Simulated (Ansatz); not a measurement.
**HfSi₁₅O₃₂ (cell charge +1, with a compensating background) (cell with a defect): density, localisation and related maps**

```
Hf Si O
1.0
     5.08327    5.08327   -7.09890
    -5.08327    5.08327    7.09890
     5.08327   -5.08327    7.09890
Hf Si O
1 15 32
Direct
  0.67202 0.58601 0.58601
  0.75901 0.12951 0.12951
  0.19222 0.07579 0.61798
  0.19222 0.61643 0.07424
  0.46589 0.44081 0.76913
  0.52114 0.99047 0.26685
  0.99123 0.97564 0.78343
  0.02139 0.50516 0.27718
  0.46589 0.52508 0.19676
  0.52114 0.03067 0.75429
  0.02139 0.01623 0.24422
  0.99123 0.51559 0.70779
  0.30954 0.65678 0.65577
  0.30954 0.15277 0.15377
  0.78727 0.14364 0.64364
  0.77677 0.63838 0.13838
  0.82159 0.52461 0.57524
  0.88840 0.07371 0.13869
  0.33274 0.02448 0.65313
  0.30084 0.54169 0.06714
  0.20711 0.59049 0.46150
  0.16851 0.03662 0.96651
  0.65670 0.02261 0.45839
  0.64755 0.51595 0.95466
  0.82159 0.79698 0.74635
  0.88840 0.31469 0.24971
  0.30084 0.25916 0.73371
  0.33274 0.80826 0.17960
  0.40119 0.33859 0.15865
  0.47229 0.84880 0.72341
  0.91088 0.82416 0.15403
  0.92407 0.32872 0.66055
  0.20711 0.11662 0.24561
  0.16851 0.63188 0.70200
  0.64755 0.63160 0.19289
  0.65670 0.13409 0.69831
  0.52006 0.59222 0.37497
  0.62904 0.11951 0.94587
  0.07768 0.05529 0.42744
  0.04240 0.58421 0.88589
  0.40119 0.56260 0.74254
  0.47229 0.12349 0.24889
  0.92407 0.09535 0.76352
  0.91088 0.58672 0.25685
  0.52006 0.42783 0.64509
  0.62904 0.00953 0.18317
  0.04240 0.95819 0.65651
  0.07768 0.52239 0.15023
```

Spin-polarised.

The calculation used Ansatz 0.2.0, DFT PBE, scalar-relativistic, plane waves, PAW.

Core electrons are frozen (PAW), and the valence fields are smoothed inside the atomic spheres.

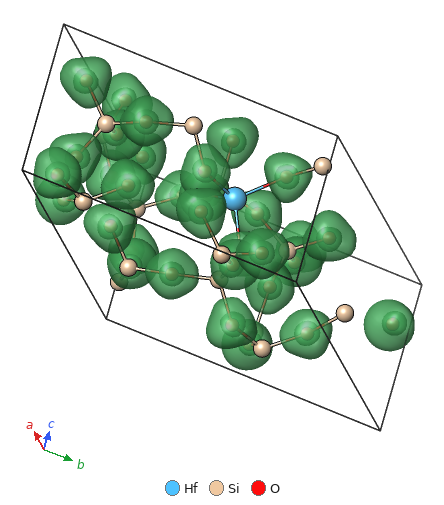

Figure 1. Isosurface of the ELF at 0.75 (green), seen at an oblique angle. Only the valence region is drawn (cores and ρ < 0.01 e/Å³ removed). Sticks mark near contacts.

Where are the electrons localised?

The surface consists of 32 regions on O in which the atom's valence shell and bonds are merged, counted in one cell of 48 atoms. Any copies at cell faces, edges or corners count once. Profiles from the grid: Si–O (1.62 Å): the ELF peaks at about 0.85 between the atoms: a short, strongly polar bond. Hf–O (1.94 Å): the ELF peaks at about 0.80 in the valence shell of O, 0.6 Å from its nucleus, and drops to about 0.20 between the two atoms: no localised pair shows between them.

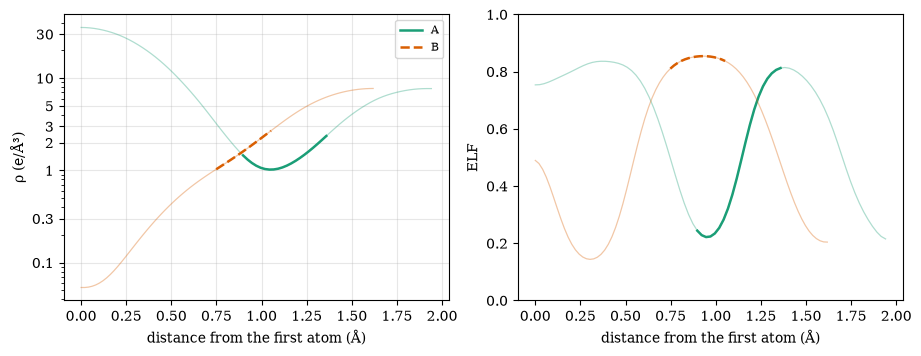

Figure 2. Valence charge density (pseudo) and electron localisation function along straight lines between neighbouring atoms. Thin, pale parts lie inside the atomic spheres.

Which curve belongs to which contact (Hf–O and Si–O)? The first atom named is at distance zero.

Curve A: Hf–O (1.94 Å): the density is about 1.1 e/Å³ at the midpoint; the ELF peaks at about 0.80 in the valence shell of O, 0.6 Å from its nucleus, and drops to about 0.20 between the two atoms; no localised pair shows between them. Curve B: Si–O (1.62 Å): the density is about 1.2 e/Å³ at the midpoint; the ELF peaks at about 0.85 between the atoms; a polar covalent bond.
